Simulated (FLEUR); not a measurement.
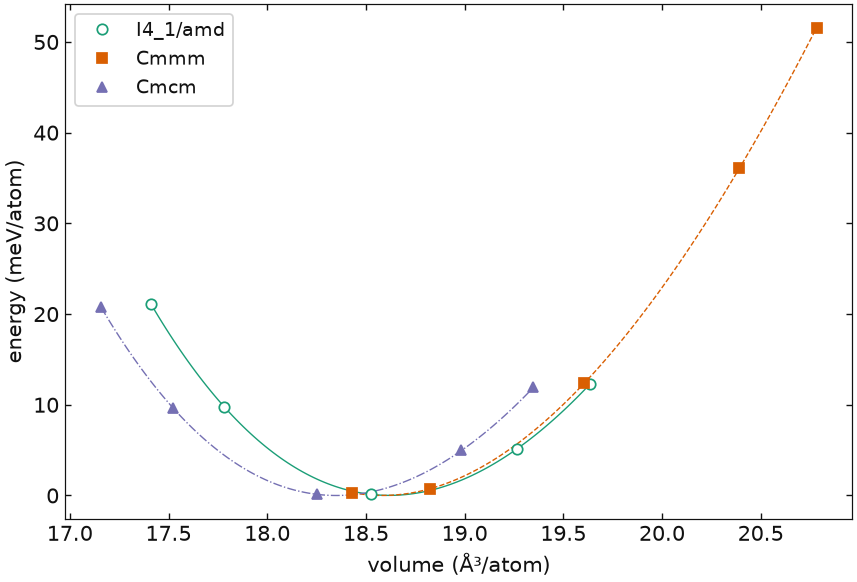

Computed with FLEUR MaX-R8.1 (later development tree): all-electron LAPW DFT, no spin polarisation; energies at scaled volumes of the given cell, shape and fractions fixed, counted from the fit's minimum, third-order Birch-Murnaghan fit. Level: SCAN.

- occupations: Fermi–Dirac
- smearing width: 0.05 eV
- potentials: all electron

Caption: Energy against volume, with one curve for each structure, for Ge. Each energy curve has its own zero, so the curves don't rank the structures.

Settings that differ: I4_1/amd: k mesh 11×11×11; Cmmm: k mesh 11×11×10; Cmcm: k mesh 10×10×6.

The fitted equilibrium volumes, smallest first, are Cmcm 18.350, Cmmm 18.584, I4_1/amd 18.618 Å³/atom. The fitted bulk moduli, smallest first, are Cmcm 76.8, I4_1/amd 77.3, Cmmm 77.7 GPa.

Keep in mind: shape and atomic fractions are frozen while scaling, which makes layered, chain and framework solids too stiff.
